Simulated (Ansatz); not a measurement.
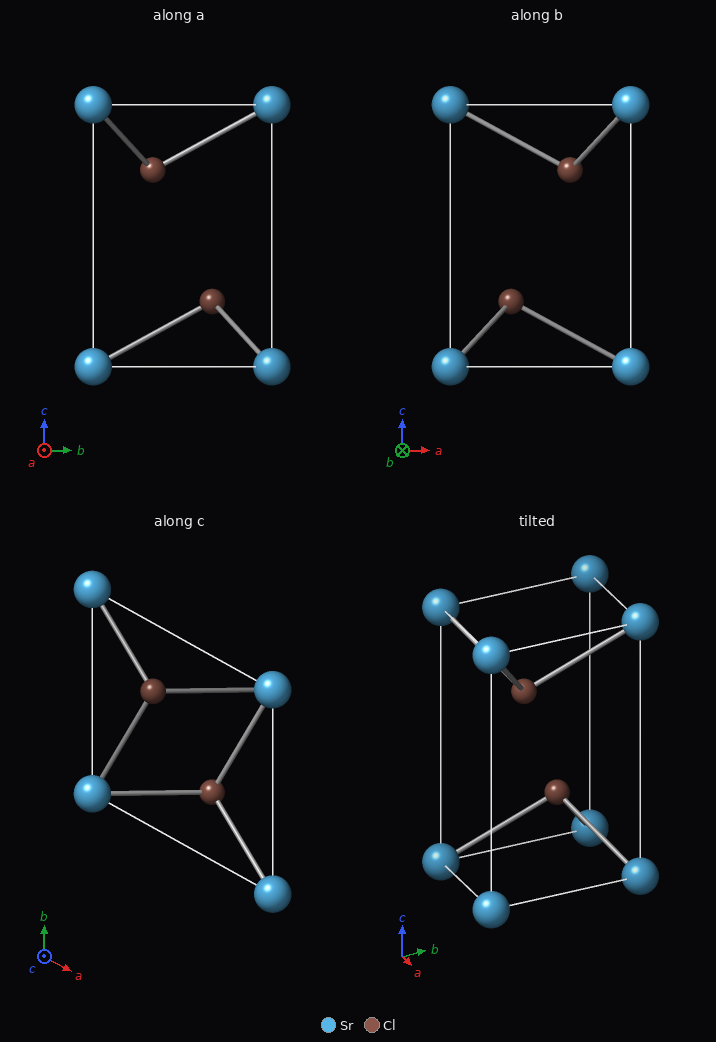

The image is a ball-and-stick drawing of a crystal, viewed along the a axis, along the b axis, along the c axis and slightly off an axis. The outline marks the unit cell.

Lattice parameters: a = 4.408 Å, b = 4.366 Å, c = 5.596 Å, α = 90.00°, β = 90.00°, γ = 119.07°. Put a along x and b in the xy plane.

Question: Write down what is shown as a POSCAR file, with free fractional coordinates to two decimals.

Answer:
```
Sr Cl
1.0
     4.408    0.000    0.000
    -2.122    3.816    0.000
     0.000    0.000    5.596
Sr Cl
1 2
Direct
  0.00 0.00 0.00
  0.34 0.67 0.25
  0.66 0.33 0.75
```

The structure comes from a structure type filled with these elements by a generator (whether the compound takes this form wasn't checked). The cell was then strained or its atoms displaced on purpose. It was run through Ansatz as a DFT input.
